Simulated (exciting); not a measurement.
## Energy of Pb along an even scaling of the cell

System: Pb (Fd-3m, 2 atoms in the cell).
Method: Kohn-Sham DFT of a periodic cell, PBEsol, all-electron LAPW+lo, shipped species files, no spin polarisation (exciting sodium).

The 7 runs differ only in the geometry, by an even scaling of the cell at fixed fractional positions. The structure derives from a Materials Project entry.

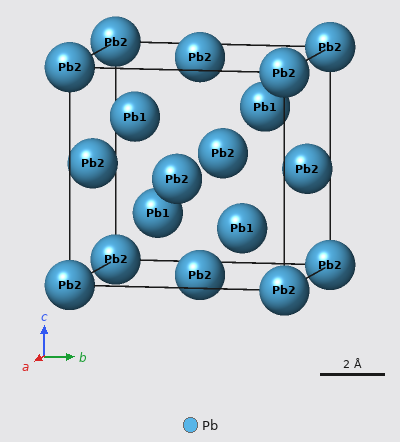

Figure 1. The structure of run 4 (spheres-only view of the cell 4 times as large as that of the calculation, set on its symmetry axes, seen slightly off an axis; atoms are numbered from 1 in the order of the input).

**Input of run 4**
```
<input>
  <title>Pb</title>
  <structure speciespath="./" tshift="false">
    <crystal scale="1">
      <basevect>0.000000000000 6.498768247468 6.498768247468</basevect>
      <basevect>6.498768247468 0.000000000000 6.498768247468</basevect>
      <basevect>6.498768247468 6.498768247468 0.000000000000</basevect>
    </crystal>
    <species speciesfile="Pb.xml" rmt="2.3">
      <atom coord="0.250000000000 0.250000000000 0.250000000000"/>
      <atom coord="0.000000000000 0.000000000000 0.000000000000"/>
    </species>
  </structure>
  <groundstate do="fromscratch" ngridk="7 7 7" rgkmax="9" gmaxvr="14" lmaxapw="10" lmaxmat="10" lmaxvr="8" xctype="GGA_PBE_SOL" stype="Fermi Dirac" swidth="0.00183747" nempty="10" ValenceRelativity="iora*" epsengy="1e-05" epspot="1e-05" maxscl="60" tforce="true" outputlevel="normal"/>
</input>
```

Command:
```bash
OMP_NUM_THREADS=1 exciting_smp
```

Lattice vectors (Å) and fractional positions of run 4:
```
   0.000000    3.439000    3.439000
   3.439000    0.000000    3.439000
   3.439000    3.439000    0.000000
Pb  0.250000  0.250000  0.250000
Pb  0.000000  0.000000  0.000000
```

Run 5 has the same physical settings and fractional positions; its lattice vectors (Å) are:
```
   0.000000    3.461776    3.461776
   3.461776    0.000000    3.461776
   3.461776    3.461776    0.000000
```

**Results, with one run withheld**

```csv
run,volume per atom (Å³),"free energy per atom, from the lowest run given (meV)"
1,38.232,23.88
2,39.045,11.43
3,39.859,4.35
4,40.672,0.00
5,41.486,?
6,42.299,1.41
7,43.112,6.20
```

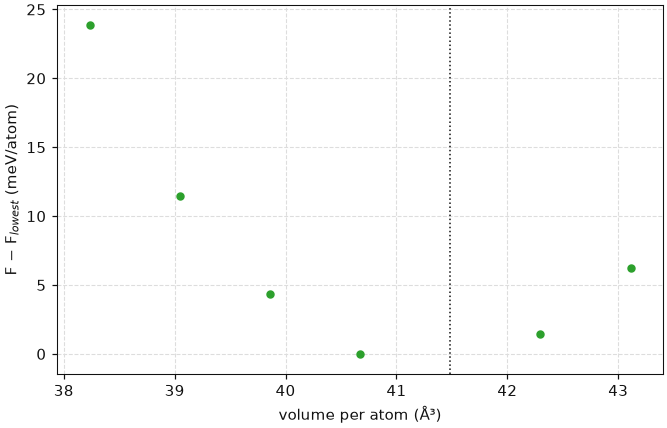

Figure 2. Free energy per atom of the runs given; the dotted line marks run 5.

Fit the runs given and predict run 5.

A cubic polynomial in V^(−2/3) (the Birch–Murnaghan form), fitted to the 6 runs given, misses them by at most 0.33 meV per atom. With x = V^(−2/3) − 0.08483 Å⁻², it reads F = 0.70184 + 2702.7 x + 1.2687e+06 x² + 1.4462e+07 x³ (meV per atom). At run 5 it gives −0.65 meV per atom, and the run itself gives −1.33. The fit has its minimum at 41.263 Å³ per atom, where V d²F/dV² gives 29.6 GPa: the bulk modulus at this level, since symmetry fixes the shape and the positions. So low a polynomial doesn't follow these energies more closely.

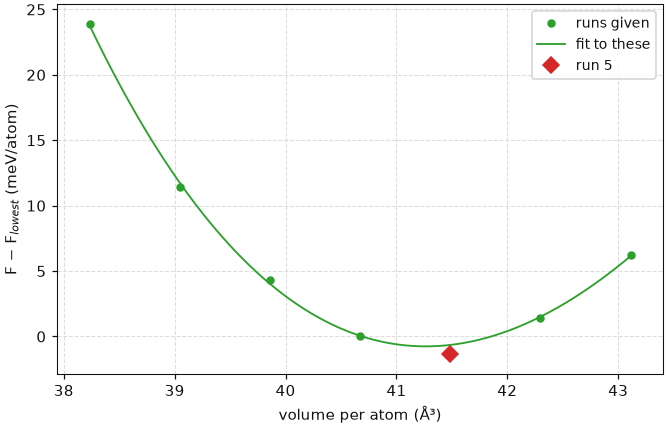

Figure 3. The fit and the withheld run.

**Some lines of the output (run 5)**
```
[...]
 DOS at Fermi energy (states/Ha/cell)       :        22.58189941
 Absolute change in total energy   (target) :  0.121942E-03  ( 0.100000E-04)
 Total energy                               :    -41846.09053082
 DOS at Fermi energy (states/Ha/cell)       :        22.58187744
 Absolute change in total energy   (target) :  0.217823E-04  ( 0.100000E-04)
 Total energy                               :    -41846.09053418
 Fermi energy                               :         0.14870609
 DOS at Fermi energy (states/Ha/cell)       :        22.58190340
 Absolute change in total energy   (target) :  0.335561E-05  ( 0.100000E-04)
 Total energy                               :    -41846.09053236
 DOS at Fermi energy (states/Ha/cell)       :        22.58190389
 Absolute change in total energy   (target) :  0.181801E-05  ( 0.100000E-04)
 Total energy                               :    -41846.09053040
 DOS at Fermi energy (states/Ha/cell)       :        22.58190460
```

Notes: Spin–orbit coupling is left out, which matters for Pb.
